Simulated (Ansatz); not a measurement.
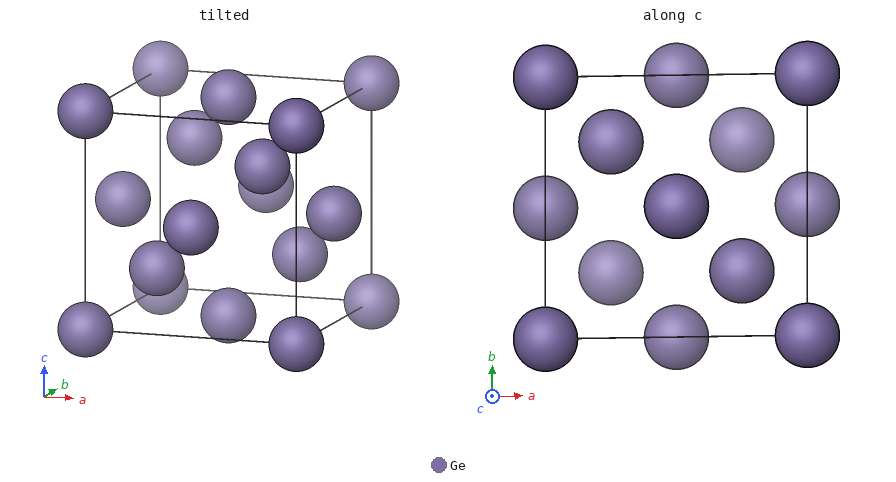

A spheres-only rendering, viewed slightly off an axis and along the c axis. One drawn cell (a repeat of the simulation cell) is framed, with atoms on its boundary repeated.

Ge, a = 5.674 Å, b = 5.674 Å, c = 5.674 Å, α = 90.00°, β = 90.00°, γ = 89.16°. Strictly the space group is Imma (No. 74, within 0.01 Å). It is a distorted form of a face-centred cubic structure, space group Fd-3m (No. 227) within 0.25 Å: diamond. The model was built from a structure type filled with this element by a generator (whether the element takes this form wasn't checked). The cell was then strained or its atoms displaced on purpose. A calculation with Ansatz used it as input.

This one geometry was computed with Ansatz (DFT, plane waves, PAW) at three levels of theory: r2SCAN, HSE06 and PBE. It was relaxed with r2SCAN and then strained.

Question: Which level gives the highest pressure at this volume, and what does that say about its equilibrium volume?

Answer: Highest: PBE (3.0 GPa), which points to the largest equilibrium volume. Lowest, with the smallest volume: r2SCAN (0.0 GPa) and HSE06 (0.4 GPa). Levels within 0.5 GPa of each other can't be told apart.

Question: How does the band gap change with the level of theory?

Answer: PBE: a gap of 0.06 eV, direct; r2SCAN: a gap of 0.29 eV, direct; HSE06: a gap of 0.63 eV, indirect.

Question: Collect the results in a table.

Answer:
| level | cutoff (eV) | k-mesh of the run's cell | gap (eV) | pressure (GPa) |
| --- | --- | --- | --- | --- |
| r2SCAN | 500 | 8×8×8 | 0.29 | 0.0 |
| HSE06 | 420 | 6×6×6 | 0.63 | 0.4 |
| PBE | 420 | 8×8×8 | 0.06 | 3.0 |

Gaps are taken on the k-mesh or band path of each run.
